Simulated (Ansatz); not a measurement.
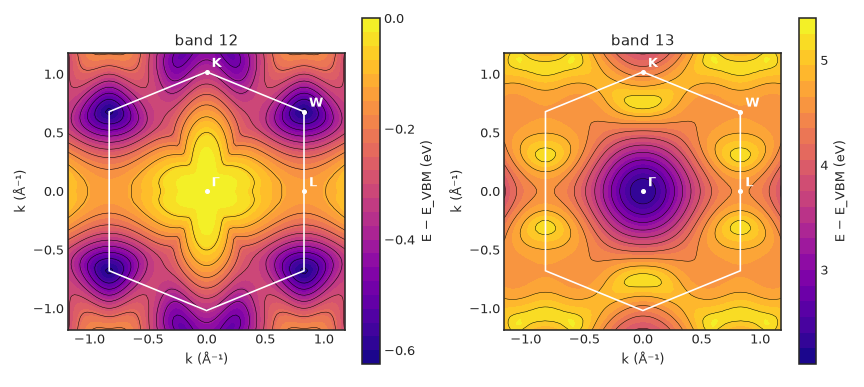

Two bands of Na$_{2}$S (space group Fm-3m, No. 225) over the plane through Γ, L and W: the highest mostly filled and the lowest mostly empty one.

The calculation used Ansatz 0.2.0, DFT LDA, scalar-relativistic, plane waves, PAW; levels and slopes on a dense k mesh at the converged density. No spin polarisation. The levels come from a k mesh of 32×32×32 points. Unrelaxed database geometry.

Question: Give both levels and their distance at the named points.

Answer:
```json
{"point": "Γ", "lower band (eV)": "0.00", "upper band (eV)": "2.24", "distance (eV)": "2.24"}
{"point": "L", "lower band (eV)": "−0.14", "upper band (eV)": "4.53", "distance (eV)": "4.66"}
{"point": "W", "lower band (eV)": "−0.61", "upper band (eV)": "4.63", "distance (eV)": "5.24"}
{"point": "K", "lower band (eV)": "−0.36", "upper band (eV)": "4.35", "distance (eV)": "4.72"}
```

Question: Where are the band edges of the whole zone?

Answer: The valence band has one maximum at Γ, three bands meeting there, with masses of 0.38 and 2.64 mₑ among them, each the same along x, y and z; the conduction band has one minimum at Γ, mass 0.27 mₑ in all directions. The gap is direct, 2.24 eV at this level of theory (semilocal functionals give gaps that are too small, and can reorder valleys that lie close).

Spin-orbit coupling, left out here, can split bands that meet at an edge and change their masses.
